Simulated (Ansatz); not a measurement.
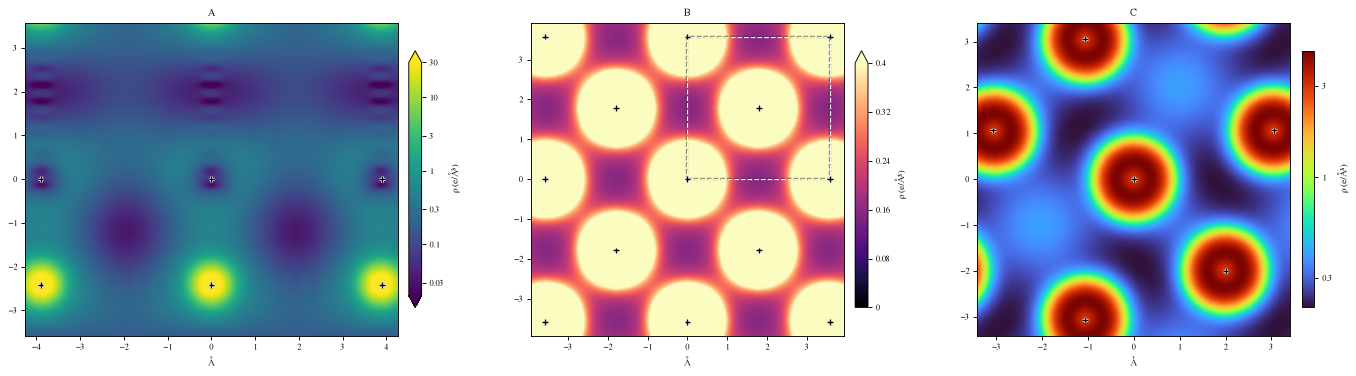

The valence charge density (pseudo) of 3 systems, each on a plane through atoms (crosses mark nuclei in the plane).

These are results of DFT r2SCAN, scalar-relativistic, plane waves, PAW (Ansatz), not measurements.

System 1: Ta$_{2}$Si, the (001) plane of the conventional cell. Space group I4/mcm; a structure from a database of computed crystals, not necessarily the ambient phase; computed pressure about 5 GPa in this cell.

System 2: Cu, the (100) plane of the conventional cell. Space group Fm-3m; a structure from a database of computed crystals, not necessarily the ambient phase; computed without spin polarisation.

System 3: SiGe, the (100) plane of the conventional cell. Space group P6₃mc; a structure from a database of computed crystals, not necessarily the ambient phase.

```cif
data_structure
_symmetry_space_group_name_H-M 'P 1'
_symmetry_Int_Tables_number 1
_cell_length_a 3.9044
_cell_length_b 3.9044
_cell_length_c 6.4537
_cell_angle_alpha 90.000
_cell_angle_beta 90.000
_cell_angle_gamma 120.000
_cell_volume 85.20
loop_
_atom_site_label
_atom_site_type_symbol
_atom_site_fract_x
_atom_site_fract_y
_atom_site_fract_z
_atom_site_occupancy
Si1 Si 0.66667 0.33333 0.87447 1
Si2 Si 0.33333 0.66667 0.37447 1
Ge1 Ge 0.66667 0.33333 0.50053 1
Ge2 Ge 0.33333 0.66667 0.00053 1
```

Which map belongs to which system?

Answer. Panel A is system 3, SiGe: the plane holds Si and Ge. Si–Ge (2.41 Å): the density is about 0.56 e/Å³ at the midpoint, with its minimum of 0.51 e/Å³ about 0.9 Å from Si. Panel B is system 2, Cu: the plane holds Cu. Cu–Cu (2.53 Å): ρ is about 0.28 e/Å³ halfway. Panel C is system 1, Ta$_{2}$Si: the plane holds Ta. Ta–Ta (2.83 Å): ρ at the midpoint is about 0.32 e/Å³.
